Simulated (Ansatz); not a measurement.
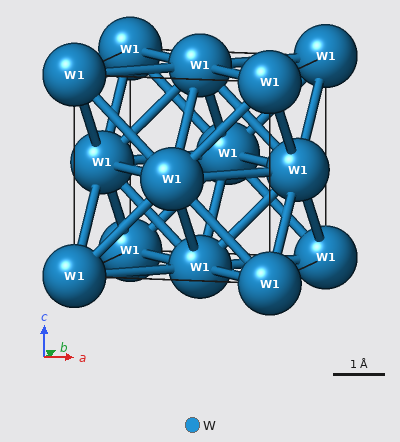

**Figure 1.** The structure (ball-and-stick view of the cell 4 times as large as that of the calculation, set on its symmetry axes, seen slightly off an axis; atoms are numbered from 1 in the order of the input). Near neighbours in the crystal (not all of them lie inside the picture): W has 12 W at 2.87 Å.

## Single-point calculation, with input and output: W

W (1 atom in the cell), computed with DFT PBE, scalar-relativistic, plane waves, PAW, no spin polarisation (Ansatz 0.2.0).

The structure derives from an entry of the Crystallography Open Database. Figures and captions count atoms from 1; the log counts them from 0 in places.

## What the program printed
```
Engine: ansatz 0.2.0, aarch64-unknown-linux-gnu
Pseudopotentials: kind: paw
Pseudopotential: W, paw, valence charge 14, recommended cutoff 420 eV (normal), W.paw.azcp
Functional definition: PBE
  parameter kappa = 0.804
  parameter beta = 0.06672455060314922
  exchange = pbe_x(kappa = kappa, mu = beta*pi^2/3)
  correlation = pbe_c(beta = beta)
Crystal: 1 atoms, lattice volume = 16.731 Å³
Basis set: ecut = 420 eV, 331 PW (Γ), exchange–correlation on 40×40×40 points (8 copies of the dense FFT grid, shifted against one another)
Bands: 11, of which v1, the nominal top of the filled ones, is band 7 counted from 1 (6 counted from 0)
Symmetry: 48 space group operations
Space group: Fm-3m (ITA 225), of the structure as read, at distance tolerance 2.6e-5 Å
k-points: 29 of 512
Non-local potential: W, projectors of the file, l = 0: 3, l = 1: 2, l = 2: 2, l = 3: 1
PAW form: soft (Blöchl's): semilocal exchange-correlation on the pseudo side does not see the compensation charge
PAW one-centre angular grid: W, 590 points (default); XC on 64 Gauss nodes
Initial density: superposition of atomic densities (neutral atoms: chi_scale 0, normalization atom), corrected by the library's trained network
Initial wavefunctions: pseudopotential atomic-orbital guess
Functional: x = pbe(κ = 0.804, μ = 0.2195149727645171), c = pbe(β = 0.06672455060314922)
SCF iter   1: F=—  HF=-10384.351000 eV  |F-HF|=—  |Δ(HF+E_count)|=         —  Δρ=1.92e-3  dr2=3.60e-4  ethr=1.77e-3  ⟨swp⟩=5.0  Hψ=1726  notcnv=0
preconditioner: auto → none  [metal: Δε(μ)=0.054 eV  Ē_g=8.369 eV  σ=0.100 eV  W_gap=0.28  n_scr=0 (ndim 8)  ℏωp=22.2 eV  f_vac=0.000  D(μ)=1.71/eV (n_scr^D=14)]
SCF iter   2: F=—  HF=-10384.350744 eV  |F-HF|=—  |Δ(HF+E_count)|=   2.56e-4  Δρ=8.42e-4  dr2=5.57e-5  ethr=2.57e-6  ⟨swp⟩=2.1  Hψ=660  notcnv=0
SCF iter   3: F=—  HF=-10384.350763 eV  |F-HF|=—  |Δ(HF+E_count)|=   1.87e-5  Δρ=1.45e-4  dr2=1.08e-6  ethr=3.98e-7  ⟨swp⟩=2.7  Hψ=499  notcnv=0
iter 4 did not close the SCF: its close was put off for the readings that it lacked (scf_convergence_deferred on its scf_iter line)
SCF iter   4: F=-10384.350764 eV  HF=-10384.350764 eV  |F-HF|=3.67e-8  |Δ(HF+E_count)|=   9.15e-7  Δρ=2.09e-5  dr2=6.32e-8  ethr=7.73e-9  ⟨swp⟩=2.2  Hψ=431  notcnv=0
iter 5 did not close the SCF: its close was put off for the readings that it lacked (scf_convergence_deferred on its scf_iter line)
SCF iter   5: F=-10384.350764 eV  HF=-10384.350764 eV  |F-HF|=1.06e-9  |Δ(HF+E_count)|=   1.37e-8  Δρ=5.84e-6  dr2=2.78e-9  ethr=4.51e-10  ⟨swp⟩=2.0  Hψ=485  notcnv=0
SCF iter   6: F=-10384.350764 eV  HF=-10384.350764 eV  |F-HF|=3.64e-12  |Δ(HF+E_count)|=  1.58e-10  Δρ=5.13e-7  dr2=1.57e-11  ethr=1.99e-11  ⟨swp⟩=2.0  Hψ=1022  notcnv=0
SCF 1 converged in 6 iterations: F = -10384.350764 eV  dr2 = 1.57e-11
  greatest PAW one-centre occupation: 1.000 electrons in one spin orbital (limit 2), on the W atom at site 0 (counted from 0), in its partial waves of l = 0
```

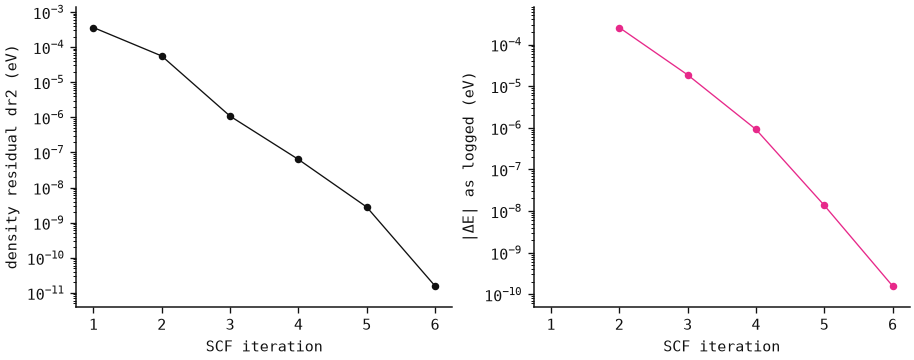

**Figure 2.** Convergence of the self-consistent field: density residual dr2 and size of the energy change against the SCF iteration. The residual falls at every step.

```
SCF converged after 6 iterations
Free energy (F): -10384.350764 eV
Harris-Foulkes:  -10384.350764 eV  (|F-HF|=3.64e-12)
Internal energy: -10384.342230 eV  (E = F + TS)
E sigma→0 (E₀):  -10384.346497 eV
Entropy (-TS):   -0.008533 eV (-8.533 meV/atom)
Fermi energy:    20.750793 eV
--- Per-component energies (eV) ---
  E_band       = -98.632597
  E_kinetic    = 448.151782
  E_local      = -637.087137  (includes V_loc(G=0)·N_el)
  E_nonlocal   = 0.526861
  E_hartree    = 226.150678
  E_xc         = -266.167841
  E_vxc        = -237.773783  (∫ρ·V_xc dr)
  E_paw        = -8562.320938  (= ΣΔE_a)
  E_vpaw       = -124.751706  (= ΣTr[D̂ρ^β])
  E_aug_tail   = -0.000052  (compensation charges beyond the density's cutoff)
  E_ewald      = -1593.595583
  E_smearing   = -0.008533  (= −TS)
  E_closure    = 0.000000  (closes the sum)
  Σ components = -10384.350764   (vs F -10384.350764, Δ=0.00e0)
--- Forces (eV/Å), atoms counted from 1 ---
  atom   1  W     -0.00000000    -0.00000000     0.00000000
  max |Σ_I F_I| component: 2.47e-32 eV/Å
--- Stress (GPa, compression-positive) ---
       -4.275535       0.000000       0.000000
        0.000000      -4.275535      -0.000000
       -0.000000      -0.000000      -4.275535
  P = ⅓ Tr σ = -4.2755 GPa (-42.755 kbar)
--- Band table (eV; the first three rows and the last of 29) ---
  k-point 0: bands = ["-52.8289", "-16.5210", "-16.5210", "-16.5210", "11.9383", "20.2703", "20.2703", "20.2703", "23.3127", "23.3127", "33.5779"]
  k-point 1: bands = ["-52.8147", "-16.6876", "-16.5425", "-16.5425", "12.5876", "19.8217", "20.5453", "20.5453", "23.0982", "23.0982", "34.7689"]
  k-point 2: bands = ["-52.7802", "-17.0762", "-16.5940", "-16.5940", "14.1229", "19.2918", "20.7010", "20.7010", "23.4070", "23.4070", "33.7705"]
  k-point 28: bands = ["-52.6987", "-17.2272", "-17.2272", "-16.9261", "17.1826", "18.8378", "18.8378", "22.0748", "26.4354", "30.7574", "31.3153"]
```

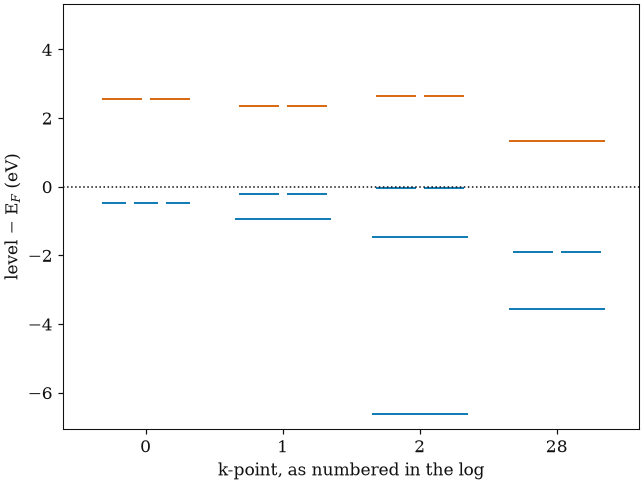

**Figure 3.** Kohn–Sham levels near the Fermi level (dotted) at the few k-points that the log prints; levels within 0.02 eV of each other stand side by side. The system is metallic on the full mesh.

The run was set up as follows.

## Input
```yaml
crystal:
  lattice:
    - [0.0, 2.03, 2.03]
    - [2.03, 0.0, 2.03]
    - [2.03, 2.03, 0.0]
  atoms:
    - { symbol: W, position: [0.0, 0.0, 0.0] }
basis:
  ecutwfc: 420
kpoints:
  mp_grid: { grid: [8, 8, 8] }
hamiltonian:
  xc: pbe
scf:
  occupations: { method: gaussian, width: 0.1 }
output:
  forces: true
  stress: true
  eigenvalues: true
```

Command:
```bash
ansatz run input.yaml --threads 2 --pin off --max-ram 5120MiB --backend cpu --events-out ev --progress --plain --runs-dir out
```

## Key numbers

| quantity | value |
| --- | --- |
| outcome | converged |
| space group (tolerance 0.01 Å) | Fm-3m (225) |
| electrons treated | 14 |
| free energy | −10384.3508 eV |
| Fermi energy | 20.751 eV |
| gap on the k-point mesh | none (metallic) |
| pressure | −4.28 GPa |
| largest force (length of the vector) | under 0.001 eV/Å |
| hardware | 2 threads of Arm Neoverse V1, 24 GiB of memory available, shared host |
| peak memory | 0.24 GiB |

## Remarks

Spin–orbit coupling is left out, which matters for W.
